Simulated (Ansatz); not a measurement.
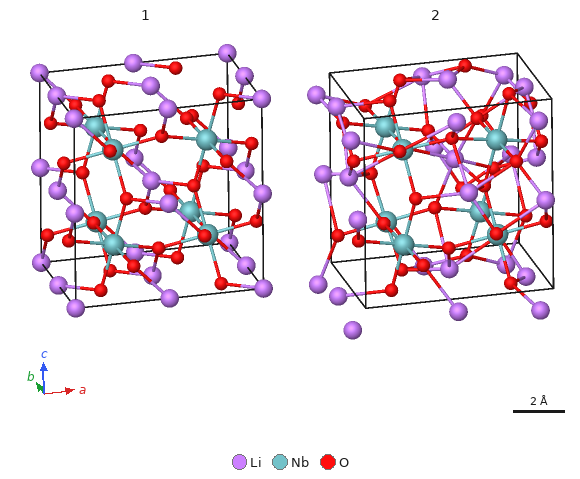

Two geometries of a defect cell of composition Li$_{8}$Nb$_{7}$O$_{24}$, drawn at one scale. One is the start of a relaxation, the other its converged end. Style: ball-and-stick. Shown: the cell of the calculation (origin shifted), slightly off an axis.

These are results of DFT PBE, scalar-relativistic, plane waves, PAW in Ansatz 0.2.0, not measurements. (plane-wave cutoff 420 eV; k-point mesh 2 × 2 × 2; occupations gaussian; smearing width 0.01 eV; mesh shifted by (0.5, 0.5, 0.5); collinear spin; atoms relaxed in a fixed cell; force threshold 0.025 eV/Å; at most 45 steps)

Which of the two is the end point?

Structure 2 is the relaxed one. Case: Nb vacancy (site b), charge +0, atoms relaxed at the host's cell. The largest moves, 1.19 Å, are those of Li atoms. By element the largest moves are Li 1.19 Å, O 0.11 Å. Nb stays in place. The cell stays as it was. Some distances before and after: Li–O 2.820 → 2.017 Å, Li–O 2.820 → 2.234 Å, Li–Nb 3.449 → 2.902 Å, Li–O 2.820 → 2.352 Å. New bonds form, among them: Li–O (2.82 → 2.02 Å), Li–O (2.82 → 2.23 Å). Among the angles between lasting bonds that change: O–Li–O 120.0° → 96.4°, Li–O–Nb 108.2° → 88.1°, Li–O–Nb 108.2° → 125.9°. After 10 geometry steps the energy has fallen by 1.386 eV per cell of the calculation. Largest force component: 0.69 eV/Å at the start, 0.017 eV/Å at the end. The run took 61 s on 4 threads of Intel(R) Xeon(R) 6975P-C (Granite Rapids), on a shared host, peak memory 1.7 GiB.

Limits of the set-up: the periodic images lie only 7.6 Å apart, so the values are limited by the cell's size.
